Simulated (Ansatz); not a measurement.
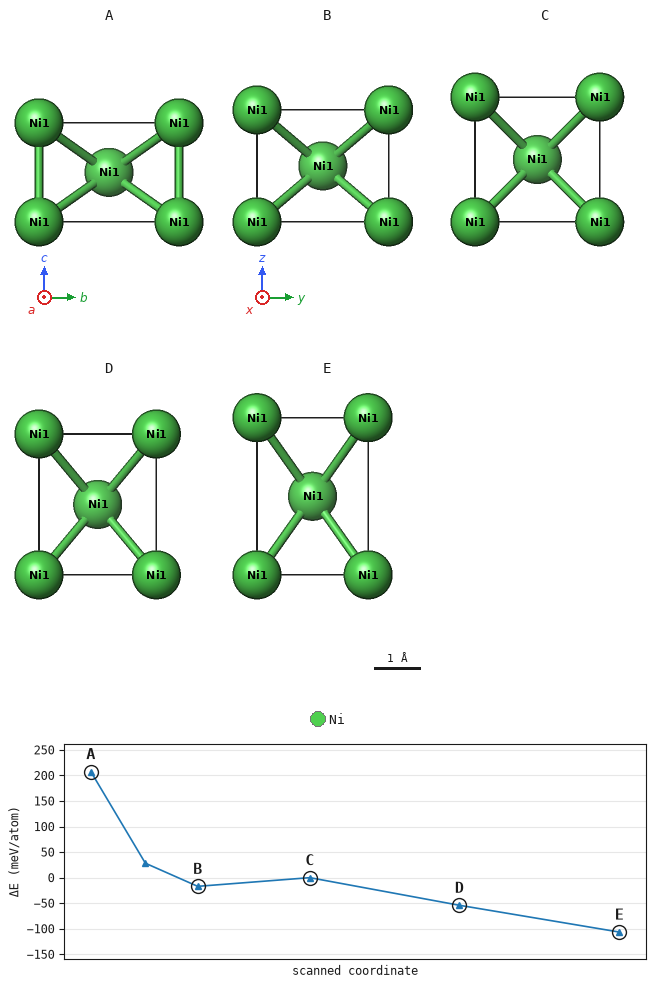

A scan of a crystal of Ni (Im-3m) along one coordinate. x, y and z are the Cartesian axes of the input. Style: ball-and-stick. Shown: the conventional cell (2 times the calculation's cell), along the a axis. Lengths and directions refer to the drawn axes.

These are results of DFT PBEsol, scalar-relativistic, plane waves, PAW in Ansatz 0.2.0, not measurements. (plane-wave cutoff 420 eV; k-point mesh 34 × 34 × 34; occupations gaussian; smearing width 0.15 eV; collinear spin). Energies (free energies at the smearing named) are counted from the relaxed crystal.

**Which coordinate changes from frame to frame?**

The ratio of the cell's length along z to its lengths across, counted as 1 for the reference, is changed at fixed volume (a tetragonal or Bain path), with the atoms kept at their fractional coordinates. In the frames the relative ratio is 0.707 (A), 0.85 (B), 1.00 (C), 1.20 (D), 1.414 (E). Of the computed points the lowest is at the relative ratio 1.414, −106 meV/atom. Further local minima among the points: 0.85 (−17 meV/atom). A local maximum lies at 1.00 (0 meV/atom). The energy is still falling at the end of the range, so the minimum along this coordinate lies there or beyond. The end points stand at 208 meV/atom (0.707) and −106 meV/atom (1.414). The distortion takes the space group from Im-3m to I4/mmm, except for Fm-3m at 1.414. At the relative ratio 1.414 the cell of the drawing goes a 2.755 → 2.455 Å, b 2.755 → 2.455 Å, c 2.755 → 3.471 Å.
